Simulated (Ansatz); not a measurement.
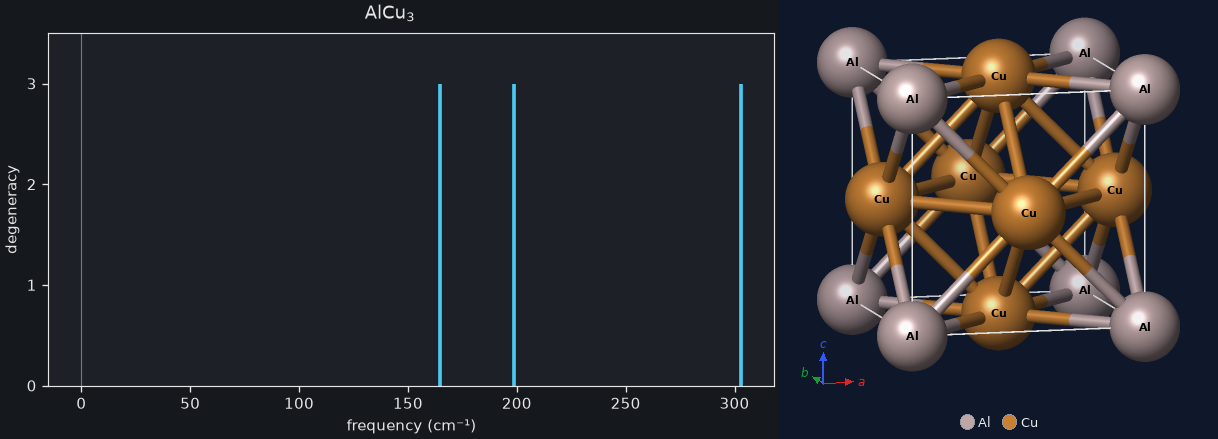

Plotted: zone-centre optical phonon frequencies (the three acoustic modes are left out) for AlCu₃, space group Pm-3m (No. 221). The conventional cell is drawn beside the plot.

Starting cell:
```yaml
crystal:
  lattice:
    - [3.63246, 0.00000, 0.00000]
    - [0.00000, 3.63246, 0.00000]
    - [0.00000, 0.00000, 3.63246]
  atoms:
    - { symbol: Al, position: [0.00000, 0.00000, 0.00000] }
    - { symbol: Cu, position: [0.50000, 0.50000, 0.00000] }
    - { symbol: Cu, position: [0.50000, 0.00000, 0.50000] }
    - { symbol: Cu, position: [0.00000, 0.50000, 0.50000] }
```

Computed with Ansatz 0.2.0: harmonic phonon frequencies at the zone centre with atoms at rest in the given cell, without the long-range term of polar modes, the three translations left out, imaginary frequencies are negative; plane waves with PAW datasets, Γ-centred k mesh. Level: PBEsol, no spin polarisation.

- wave cutoff: 420 eV
- k mesh: 12×12×12
- occupations: Fermi–Dirac
- smearing width: 0.15 eV
- pressure: 0 GPa
- phonon method: linear response

### Is the structure dynamically stable by these modes?

No frequency is imaginary, so the structure is stable to these displacements (zone-boundary modes weren't tested here).

### Where does the highest mode lie?

The highest mode lies at 303.2 cm⁻¹.

### List the optical modes with their degeneracies.

164.9 (×3), 198.6 (×3), 303.2 (×3) cm⁻¹.

Limits of the calculation: metal sensitive to the k mesh.
